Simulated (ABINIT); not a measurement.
Input file:

```
# Pseudopotentials
pp_dirpath "./"
pseudos "Rh.upf"

# Structure
acell 5.1402131019 5.0677455365 5.0235272592
rprim
    -0.0144605848     0.6922930521     0.7214715667
     0.7092149977     0.0122349876     0.7048860845
     0.7240062565     0.6897829698     0.0037941026
ntypat 1
znucl 45
natom 1
typat 1
xred
     0.0047670000     0.0035010000    -0.0058200000
chkprim 0
chksymtnons 0
tolsym 1.0e-6

# Plane-wave basis
ecut 1197.300995 eV

# k points
kptopt 1
ngkpt 12 12 12
nshiftk 1
shiftk 0.0 0.0 0.0

# Exchange and correlation
ixc -116133

# Bands and occupations
nband 13
occopt 3
tsmear 0.05 eV

# SCF cycle
nstep 100
tolvrs 1.0e-10

# Output
iomode 3
prtwf 0
prteig 0
prtebands 0
prtden 1
prtvha 1
prtvclmb 1
prtpot 1
prtelf 1
```

Launched as:

```sh
abinit run.abi > log 2>&1
```

Below, planes, directions and counts refer to the conventional cell (a = 2.60 Å, b = 2.66 Å, c = 2.68 Å, α = 92.75°, β = 116.83°, γ = 118.73°).

Space group P-1; computed pressure about −2 GPa in this cell.

Theory: Kohn-Sham DFT of a periodic cell, PBEsol, PseudoDojo NC SR PBEsol v0.4.1 standard (ABINIT).

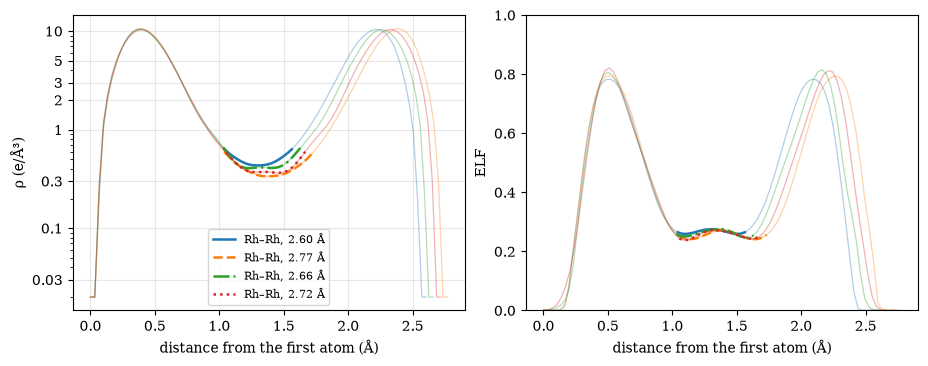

Rh. Valence electron density and ELF along straight lines between neighbouring atoms. Thin, pale parts lie inside the atomic spheres.

The density is the valence pseudo-density of a pseudopotential calculation; it isn't the true density close to the nuclei.

What can be read from the curves?

Answer. Rh–Rh (2.60 Å): ρ is about 0.43 e/Å³ halfway; the ELF is about 0.30 at the midpoint: no localised pair shows between them.
Rh–Rh (2.77 Å): the density is about 0.34 e/Å³ at the midpoint; the ELF is about 0.25 at the midpoint: no localised pair shows between them.
Rh–Rh (2.66 Å): the density is about 0.41 e/Å³ at the midpoint; the ELF is about 0.30 at the midpoint: no localised pair shows between them.
Rh–Rh (2.72 Å): the density is about 0.37 e/Å³ at the midpoint; the ELF is about 0.25 at the midpoint: no localised pair shows between them.
